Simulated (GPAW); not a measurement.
# Collinear magnetic orders of MoS227 Mn2 d5p47 with GPAW, part 2 of 2

Aim: find out whether MoS227 Mn2 d5p47 carries moments, and which collinear order costs least.

GPAW 26.7.0; PBE; plane waves with GPAW's PAW setups, scalar-relativistic.

So far. Step 2 (Start 1: ferro ++): After 46 cycles the largest moment stands at 1.41 μB.

### 3. Run 2 (antiferro +-)

Reversing part of the moments tests the sign of the couplings between them.

order2.py

```python
import json
import numpy as np
from ase import Atoms
from ase.parallel import paropen, parprint
from gpaw import GPAW

atoms = Atoms(['Mn', 'S', 'S', 'Mo', 'S', 'S', 'Mo', 'S', 'S', 'Mo', 'S', 'S', 'Mo', 'S', 'S', 'Mo', 'S', 'S', 'Mo', 'S', 'S', 'Mn', 'S', 'S', 'Mo', 'S', 'S'],
    cell=[[9.48, 0.0, 0.0],
         [-4.74, 8.209921, 0.0],
         [0.0, -0.0, 16.13]],
    scaled_positions=[[0.0, 0.0, 0.5],
         [0.222222, 0.111111, 0.597024],
         [0.222222, 0.111111, 0.402976],
         [0.0, 0.333333, 0.5],
         [0.222222, 0.444444, 0.597024],
         [0.222222, 0.444444, 0.402976],
         [0.0, 0.666667, 0.5],
         [0.222222, 0.777778, 0.597024],
         [0.222222, 0.777778, 0.402976],
         [0.333333, 0.0, 0.5],
         [0.555556, 0.111111, 0.597024],
         [0.555556, 0.111111, 0.402976],
         [0.333333, 0.333333, 0.5],
         [0.555556, 0.444444, 0.597024],
         [0.555556, 0.444444, 0.402976],
         [0.333333, 0.666667, 0.5],
         [0.555556, 0.777778, 0.597024],
         [0.555556, 0.777778, 0.402976],
         [0.666667, 0.0, 0.5],
         [0.888889, 0.111111, 0.597024],
         [0.888889, 0.111111, 0.402976],
         [0.666667, 0.333333, 0.5],
         [0.888889, 0.444444, 0.597024],
         [0.888889, 0.444444, 0.402976],
         [0.666667, 0.666667, 0.5],
         [0.888889, 0.777778, 0.597024],
         [0.888889, 0.777778, 0.402976]],
    pbc=True,
    magmoms=[4.5, 0.0, 0.0, 0.0, 0.0, 0.0, 0.0, 0.0, 0.0, 0.0, 0.0, 0.0, 0.0, 0.0, 0.0, 0.0, 0.0, 0.0, 0.0, 0.0, 0.0, -4.5, 0.0, 0.0, 0.0, 0.0, 0.0])
atoms.calc = GPAW(mode={'name': 'pw', 'ecut': 450},
    xc='PBE',
    kpts={'size': (4, 4, 1), 'gamma': True},
    occupations={'name': 'fermi-dirac', 'width': 0.05},
    convergence={'density': 1e-05, 'energy': 1e-05},
    maxiter=200,
    mixer={'name': 'pulay', 'beta': 0.05, 'nmaxold': 6, 'weight': 50},
    symmetry={'tolerance': 1e-4},
    txt='order2.txt')
e = atoms.get_potential_energy(force_consistent=True)
res = {'free_energy': e, 'energy_sigma0': atoms.get_potential_energy(), 'fermi_energy': atoms.calc.get_fermi_level()}
res['moments'] = atoms.get_magnetic_moments().tolist()
res['total'] = atoms.get_magnetic_moment()
parprint('site moments (muB):', np.round(res['moments'], 3))
parprint(f"total moment: {res['total']:.3f} muB")
parprint(f'free energy: {e:.6f} eV')
atoms.calc.write('order2.gpw')
with paropen('results.json', 'w') as f:
    json.dump(res, f)
```

Launch:

```bash
$ OMP_NUM_THREADS=1 mpirun -n 4 gpaw python order2.py > order2.log
```

Numbers of over 12 decimals in the logs are rounded to 6 here.

What it wrote:

```text
site moments (muB): [ 1.109 -0.015 -0.015 -0.004 -0.    -0.    -0.004 -0.    -0.    -0.004
  0.016  0.016 -0.004  0.016  0.016 -0.004 -0.    -0.    -0.004 -0.015
 -0.015 -1.236  0.016  0.016 -0.004 -0.015 -0.015]
total moment: -0.145 muB
free energy: -191.407082 eV

--- order2.txt ---
Input parameters:
  mode=PW(ecut=450),
  convergence={'density': 1e-05, 'energy': 1e-05},
  kpts=MonkhorstPack(size=(4, 4, 1), gamma=True),
  maxiter=200,
  mixer=Pulay(name='pulay', nmaxold=6, beta=0.05, weight=50, sigma=0.015, g_ss=None),
  occupations=Occupations(name='fermi-dirac', width=0.05),
  symmetry=Symmetry(tolerance=0.0001),
  xc=XC(name='PBE')

Diagonalizing LCAO Hamiltonian
Converting LCAO to pw mode

               S      S       S
                 S       S      S
          Mo      Mo      Mo
                   S       S       S
             MoS    MoS     MnS
               MnS     MoS    MoS

                   S       S       S

Atoms  # Å, Bohr magnetons
|    | symbol |         x |        y |        z |    initial magnetic moments |
|----|--------|-----------|----------|----------|-----------------------------|
|  0 |     Mn |  0.000000 | 0.000000 | 8.065000 | ( 0.0000,  0.0000,  4.5000) |
|  1 |      S |  1.579998 | 0.912213 | 9.629997 | ( 0.0000,  0.0000,  0.0000) |
|  2 |      S |  1.579998 | 0.912213 | 6.500003 | ( 0.0000,  0.0000,  0.0000) |
|  3 |     Mo | -1.579998 | 2.736638 | 8.065000 | ( 0.0000,  0.0000,  0.0000) |
|  4 |      S | -0.000000 | 3.648850 | 9.629997 | ( 0.0000,  0.0000,  0.0000) |
|  5 |      S | -0.000000 | 3.648850 | 6.500003 | ( 0.0000,  0.0000,  0.0000) |
|  6 |     Mo | -3.160002 | 5.473283 | 8.065000 | ( 0.0000,  0.0000,  0.0000) |
|  7 |      S | -1.580003 | 6.385496 | 9.629997 | ( 0.0000,  0.0000,  0.0000) |
|  8 |      S | -1.580003 | 6.385496 | 6.500003 | ( 0.0000,  0.0000,  0.0000) |
|  9 |     Mo |  3.159997 | 0.000000 | 8.065000 | ( 0.0000,  0.0000,  0.0000) |
| 10 |      S |  4.740005 | 0.912213 | 9.629997 | ( 0.0000,  0.0000,  0.0000) |
| 11 |      S |  4.740005 | 0.912213 | 6.500003 | ( 0.0000,  0.0000,  0.0000) |
| 12 |     Mo |  1.579998 | 2.736638 | 8.065000 | ( 0.0000,  0.0000,  0.0000) |
| 13 |      S |  3.160006 | 3.648850 | 9.629997 | ( 0.0000,  0.0000,  0.0000) |
| 14 |      S |  3.160006 | 3.648850 | 6.500003 | ( 0.0000,  0.0000,  0.0000) |
| 15 |     Mo | -0.000005 | 5.473283 | 8.065000 | ( 0.0000,  0.0000,  0.0000) |
| 16 |      S |  1.580003 | 6.385496 | 9.629997 | ( 0.0000,  0.0000,  0.0000) |
| 17 |      S |  1.580003 | 6.385496 | 6.500003 | ( 0.0000,  0.0000,  0.0000) |
| 18 |     Mo |  6.320003 | 0.000000 | 8.065000 | ( 0.0000,  0.0000,  0.0000) |
| 19 |      S |  7.900002 | 0.912213 | 9.629997 | ( 0.0000,  0.0000,  0.0000) |
| 20 |      S |  7.900002 | 0.912213 | 6.500003 | ( 0.0000,  0.0000,  0.0000) |
| 21 |     Mn |  4.740005 | 2.736638 | 8.065000 | ( 0.0000,  0.0000, -4.5000) |
| 22 |      S |  6.320003 | 3.648850 | 9.629997 | ( 0.0000,  0.0000,  0.0000) |
| 23 |      S |  6.320003 | 3.648850 | 6.500003 | ( 0.0000,  0.0000,  0.0000) |
| 24 |     Mo |  3.160002 | 5.473283 | 8.065000 | ( 0.0000,  0.0000,  0.0000) |
| 25 |      S |  4.740000 | 6.385496 | 9.629997 | ( 0.0000,  0.0000,  0.0000) |
| 26 |      S |  4.740000 | 6.385496 | 6.500003 | ( 0.0000,  0.0000,  0.0000) |

Unit cell  # Å
| periodic |         x |         y |         z |   lengths |     angles |
|----------|-----------|-----------|-----------|-----------|------------|
|      yes |  9.480000 |  0.000000 |  0.000000 |  9.480000 |  90.000000 |
|      yes | -4.740000 |  8.209921 |  0.000000 |  9.480000 |  90.000000 |
|      yes |  0.000000 | -0.000000 | 16.130000 | 16.130000 | 119.999999 |

Number of symmetries: 12

BZ-sampling:
  Number of BZ points: 16
  Number of IBZ points: 4

  Monkhorst-Pack size: [4, 4, 1]
  Monkhorst-Pack shift: [0.125, 0.125, 0.0]

Plane wave coefficients: 27283
Cutoff: 450.000000 eV

Spin-components: 2 (collinear spins)
Bands:           146
Projectors:      144
Spin-degeneracy: 1
Datatype:        complex128

Parallelization:
  kpt:    4
  domain: 1
  band:   1

Density:
  Valence electrons: 236.0
  Components: 2
  Grid points: [48 48 80]
  Charge: 0.0  # |e|

Potential:
  Grid points: [48 48 80]

[... setups left out ...]
Reference energy: -1029403.842722  # eV

eigensolver:
  PPCG
  Converge bands: occupied
  niter=2

density mixing:
  Pulay-Mixer
  Linear mixing parameters: 0.05
  Old densities: 6
  Fourier metric: weight=50, sigma=0.015

occupation numbers:
  Fermi-Dirac:
    width: 0.0500  # eV

poisson solver:
  ecut: 3600.000000  # eV

xc functional:
  name: PBE with 2 nearest neighbor stencil

convergence criteria:
- Maximum integral of absolute [dens]ity change: 1e-05 electrons / valence electron
- Maximum [total energy] change in last 3 cyles: 1e-05 eV / valence electron
- Maximum integral of absolute [eigenst]ate change: 4e-08 eV^2 / valence electron
maximum number of iterations: 200

SCF iterations
|iter     |      energy | eigst |  dens |  magmom |
|---------|-------------|-------|-------|---------|
|iter:   1|       0s | -203.098471 | +0.62 |       |  -0.0000|
|iter:   2|      22s | -197.402874 | -0.32 | -0.88 |  -0.0028|
|iter:   3|      46s | -193.409057 | -0.87 | -1.00 |  -0.0113|
|iter:   4|      70s | -191.305474 | -1.09 | -1.09 |  -0.0255|
|iter:   5|      94s | -190.741836 | -1.55 | -1.23 |  -0.0364|
|iter:   6|     117s | -190.588829 | -1.33 | -1.32 |  -0.0338|
|iter:   7|     141s | -190.635661 | -2.42 | -1.52 |  -0.0355|
|iter:   8|     165s | -190.943701 | -2.34 | -1.55 |  -0.0054|
|iter:   9|     189s | -190.959300 | -2.74 | -1.77 |  +0.0020|
|iter:  10|     212s | -191.000436 | -3.33 | -1.91 |  +0.0032|
[... 56 iterations left out ...]
|iter:  67|    1509s | -191.340115c| -6.71 | -4.22 |  -0.1345|
|iter:  68|    1532s | -191.340121c| -7.14 | -4.29 |  -0.1394|
|iter:  69|    1544s | -191.340123c| -7.48c| -4.34 |  -0.1403|
|iter:  70|    1568s | -191.340134c| -7.33 | -4.42 |  -0.1410|
|iter:  71|    1580s | -191.340134c| -7.53c| -4.57 |  -0.1408|
|iter:  72|    1592s | -191.340133c| -7.66c| -4.70 |  -0.1404|
|iter:  73|    1615s | -191.340134c| -7.63c| -4.77 |  -0.1425|
|iter:  74|    1627s | -191.340134c| -8.15c| -4.81 |  -0.1428|
|iter:  75|    1639s | -191.340132c| -7.51c| -4.84 |  -0.1448|
|iter:  76|    1651s | -191.340132c| -7.77c| -5.06c|  -0.1448|

Converged in 76 steps
Energy contributions relative to reference atoms: (reference = -1029403.842722)

Energy contributions:
  Kinetic:         -10.886271
  Coulomb:         -39.720961
  Zero:             -0.585092
  External:          0.000000
  Xc:             -140.080859
  Entropy:          -0.133899
  Spinorbit:         0.000000
  ----------------------------
  Free energy:    -191.407082
  Extrapolated:   -191.340132

dipole moment: (-13.977480, -98.673840, 0.000037)  # |e|*Ang

Total magnetic moment: (0.000000, 0.000000, -0.144810)

Local magnetic moments
|        x |        y |         z |
|----------|----------|-----------|
| 0.000000 | 0.000000 |  1.109432 |  # Mn   0
| 0.000000 | 0.000000 | -0.014733 |  # S    1
| 0.000000 | 0.000000 | -0.014733 |  # S    2
| 0.000000 | 0.000000 | -0.003609 |  # Mo   3
| 0.000000 | 0.000000 | -0.000167 |  # S    4
| 0.000000 | 0.000000 | -0.000167 |  # S    5
| 0.000000 | 0.000000 | -0.003609 |  # Mo   6
| 0.000000 | 0.000000 | -0.000167 |  # S    7
| 0.000000 | 0.000000 | -0.000167 |  # S    8
| 0.000000 | 0.000000 | -0.003609 |  # Mo   9
| 0.000000 | 0.000000 |  0.016273 |  # S   10
| 0.000000 | 0.000000 |  0.016273 |  # S   11
[...]
| 0.000000 | 0.000000 | -0.014733 |  # S   19
| 0.000000 | 0.000000 | -0.014733 |  # S   20
| 0.000000 | 0.000000 | -1.235616 |  # Mn  21
| 0.000000 | 0.000000 |  0.016273 |  # S   22
| 0.000000 | 0.000000 |  0.016273 |  # S   23
| 0.000000 | 0.000000 | -0.003609 |  # Mo  24
| 0.000000 | 0.000000 | -0.014733 |  # S   25
| 0.000000 | 0.000000 | -0.014733 |  # S   26

Fermi level: 0.150
Eigenvalues  # (at kpt = [0.000, 0.000, 0.000])
| band index |      eig [eV] | occ [0-1] |      eig [eV] | occ [0-1] |
|------------|---------------|-----------|---------------|-----------|
|          0 |       -80.527 |     1.000 |       -80.580 |     1.000 |
|        ... |               |           |               |           |
|        110 |        -1.991 |     1.000 |        -1.994 |     1.000 |
|        111 |        -1.782 |     1.000 |        -1.766 |     1.000 |
|        112 |        -1.782 |     1.000 |        -1.765 |     1.000 |
|        113 |        -1.763 |     1.000 |        -1.765 |     1.000 |
|        114 |        -1.060 |     1.000 |        -1.088 |     1.000 |
|        115 |        -0.994 |     1.000 |        -1.039 |     1.000 |
|        116 |        -0.994 |     1.000 |        -1.039 |     1.000 |
|        117 |        -0.075 |     0.989 |        -0.083 |     0.991 |
|        118 |         0.296 |     0.052 |         0.274 |     0.077 |
|        119 |         0.296 |     0.051 |         0.274 |     0.077 |
|        120 |         0.622 |     0.000 |         0.571 |     0.000 |
|        121 |         0.769 |     0.000 |         0.748 |     0.000 |
|        122 |         0.769 |     0.000 |         0.749 |     0.000 |
|        123 |         0.873 |     0.000 |         0.869 |     0.000 |
|        124 |         0.928 |     0.000 |         0.891 |     0.000 |
|        125 |         0.928 |     0.000 |         0.891 |     0.000 |
|        ... |               |           |               |           |
|        145 |         2.891 |     0.000 |         2.888 |     0.000 |

No gap
No difference between direct/indirect transitions
```

It took 28 min on 4 MPI ranks of Arm Neoverse V2, shared host; peak memory 3.7 GiB.

Spin moment in the augmentation sphere by element, in μB:

| element | atoms | mean | spread (r.m.s.) | least | largest |
| --- | --- | --- | --- | --- | --- |
| Mn | 2 | -0.06 | 1.17 | -1.24 | 1.11 |
| S | 18 | 0.00 | 0.01 | -0.01 | 0.02 |
| Mo | 7 | 0.00 | 0.00 | 0.00 | 0.00 |

The atoms farthest from the mean of their element:

```csv
atom,"x, y, z (Å)",spin moment in the augmentation sphere (μB)
Mn1,"0.00, 0.00, 8.06",1.11
Mn22,"4.74, 2.74, 8.06",-1.24
S11,"4.74, 0.91, 9.63",0.02
S15,"3.16, 3.65, 6.50",0.02
S14,"3.16, 3.65, 9.63",0.02
S24,"6.32, 3.65, 6.50",0.02
S23,"6.32, 3.65, 9.63",0.02
S12,"4.74, 0.91, 6.50",0.02
```

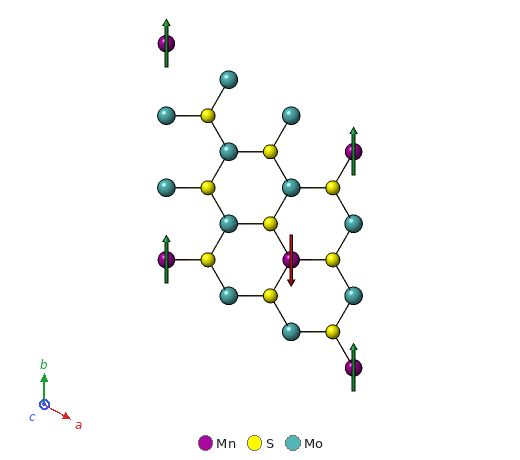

Spin moment in the augmentation sphere as arrows, the longest 1.24 μB. Up and down stand for the sign. Arrows give size and sign along the axis of quantisation, drawn up and down the page. The two directions have two colours. Bonds to atoms that aren't drawn are left out. Some periodic images of atoms are drawn too.

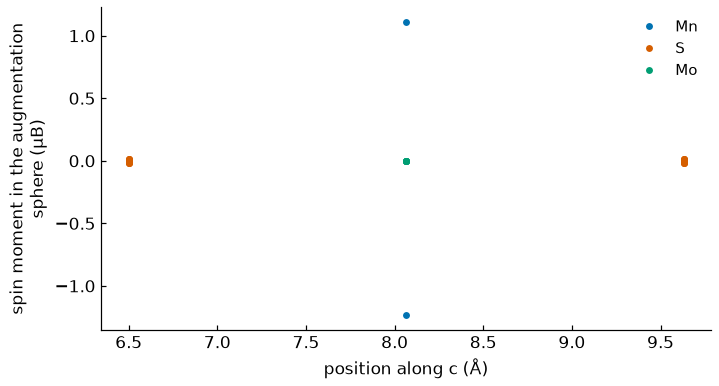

Spin moment in the augmentation sphere along the cell.

Read from the output:

| Quantity | Value |
| --- | --- |
| magnetization | -0.1448 μB |
| final state | ferrimagnetic |

It lies 77.7 meV a seeded atom over the first start, and its largest moment is 1.24 μB against 1.41 μB.

### 4. Ranking

These are free energies at a smearing of 0.05 eV, so its entropy term is in the differences. They are divided by the number of seeded atoms, so that cells of unlike size compare.

Orders:

```
       start    final state  typed order kept  energy over the lowest (meV a seeded atom)  largest site moment (μB)  net moment (μB a primitive cell)  mesh matched  CPU time (s)
    ferro ++  ferromagnetic               yes                                           0                      1.41                             1.999           yes          3766
antiferro +-  ferrimagnetic               yes                                       77.68                     1.236                            0.1448           yes          6734
```

### 5. Results

- lowest state found: ferromagnetic (typed ferro ++)
- largest site moment: 1.41 μB
- next state: ferrimagnetic, 77.7 meV a seeded atom higher

**Reading.** The lowest state found is ferromagnetic, reached from the start ferro ++, with moments up to 1.41 μB. The next state costs 78 meV a seeded atom. Only 2 starts are shown; other collinear patterns, canted and longer-period orders are not.

[Logs and program files are shortened in this print: banners, set-up blocks, solver, clock and traceback lines can be left out without a mark of their own.]

[Logs are printed without paths, hosts, clocks, repeated set-up lines and the standing remarks that a program may print on its own settings, such as how far it seeks lower states.]

[Hosts, paths, dates, database ids (printed as entryN), source tags and the programs' standing remarks are cut or masked in the printed files.]

[Where a cell is said to come from a database of computed structures, the database is the Materials Project.]
